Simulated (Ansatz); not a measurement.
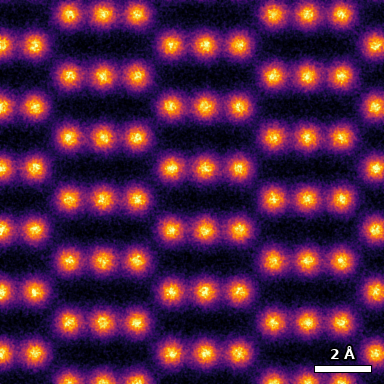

Integrated-DPC-like image of Rh (P6/mmm, No. 191). Simulated as the projected potential of neutral atoms (B = 0.3 Å²) blurred by a 0.50 Å probe, the thin-sample limit of integrated differential phase contrast. Shot noise was added. Model: the end point of a relaxation with Ansatz, DFT r2SCAN, scalar-relativistic, plane waves, PAW; the starting structure was generated, so it need not be a known form of this composition.

Space group P6/mmm (No. 191). a = 4.302 Å, b = 4.302 Å, c = 2.636 Å, α = 90.00°, β = 90.00°, γ = 120.00°
```csv
atom,site,symmetry,x,y,z
Rh,1a,6/mmm,0.0000,0.0000,0.0000
Rh,2d,-6m2,0.3333,0.6667,0.5000
```

Question: Which beam direction gives this image, [101], [211], [212] or [310]? (Directions equivalent by symmetry count as one.)

Answer: [101]. The projected cells are 2.25 × 3.89 Å, 107° for [101]; 2.48 × 2.48 Å, 120° for [211]; 2.15 × 2.15 Å, 90° for [212]; 1.41 × 2.64 Å, 90° for [310], and the image repeats as the [101] one does.
